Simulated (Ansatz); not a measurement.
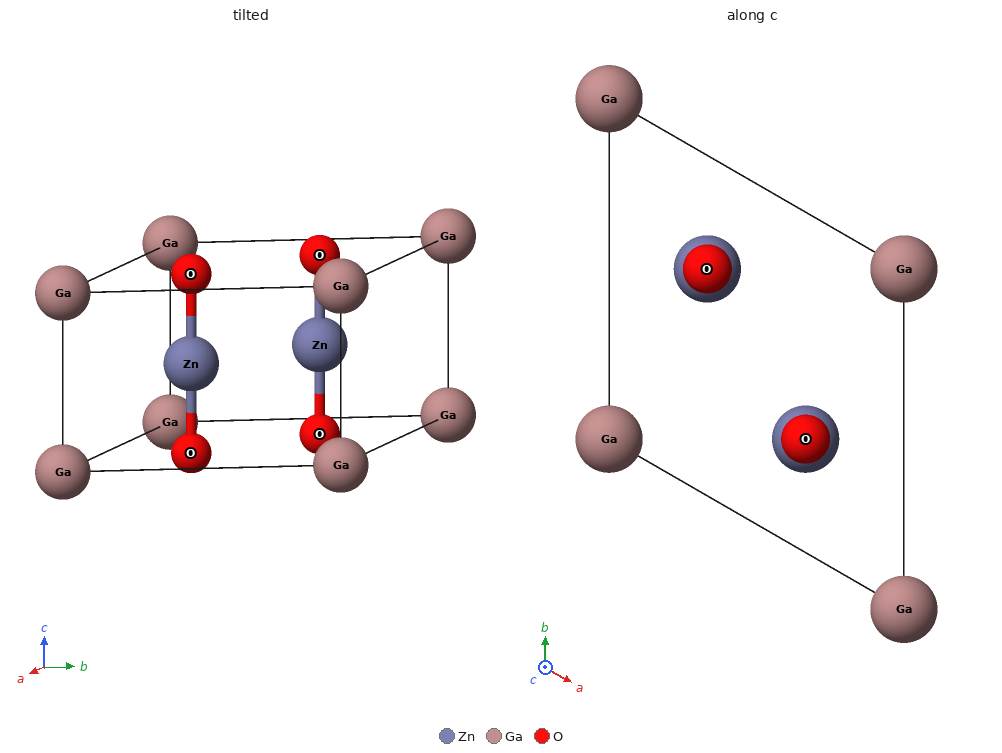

Ball-and-stick representation of a periodic structure, projected slightly off an axis and along the c axis. Atoms at the boundary of the conventional unit cell (the box) are drawn once for each face, edge or corner they touch. Cell: a = 5.44 Å, b = 5.44 Å, c = 3.54 Å, α = 90.00°, β = 90.00°, γ = 120.00°.

Source of the structure: a random cell made by a generator, so it need not be a real form of the compound. Earlier steps of the study, as a rule a relaxation of our own, may have changed the cell and positions, so they can lie some per cent off the listed ones. It went into a calculation with Ansatz.

Question: Caption:

Answer: The material is Zn2GaO2. It belongs to space group P6/mmm (No. 191) and has a primitive hexagonal lattice. Counting shared atoms by their share gives 2 Zn, 1 Ga, 2 O, or 5 atoms. The Zn atoms are each bonded to two O in a linear arrangement at about 1.8 Å. O is coordinated by two Zn in a linear arrangement at about 1.8 Å. The bonds build ZnO chains along [001]; Ga atoms get no bond from the drawing's distance rule.

Results below were computed with DFT PBE, scalar-relativistic, plane waves, PAW (Ansatz); the settings were E_cut = 420 eV, a 12×12×10 mesh of k-points, Gaussian smearing of 0.1 eV, no spin polarisation.

Question: Does it come out as a metal, or with a gap?

Answer: A metal: bands cross the Fermi level.

Question: Predict the Bader charges.

Answer: Zn +0.98 e; Ga +0.33 e; O -1.15 e.

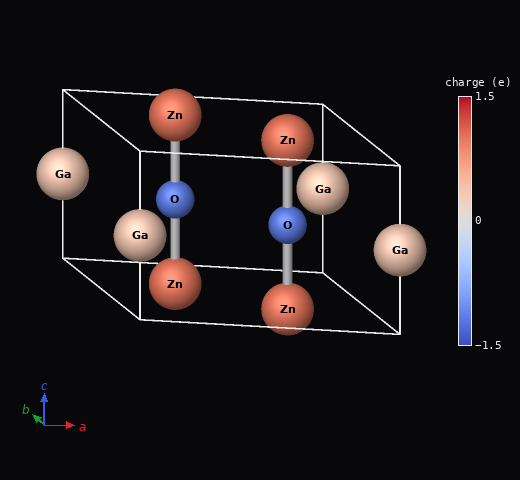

The atoms coloured by those charges. The run's cell of 5 atoms is drawn, so axes and origin can differ from the first picture.

Question: Is the structure in equilibrium?

Answer: Yes. All forces vanish to within 0.01 eV/Å. The pressure is 0.0 GPa, close to zero.
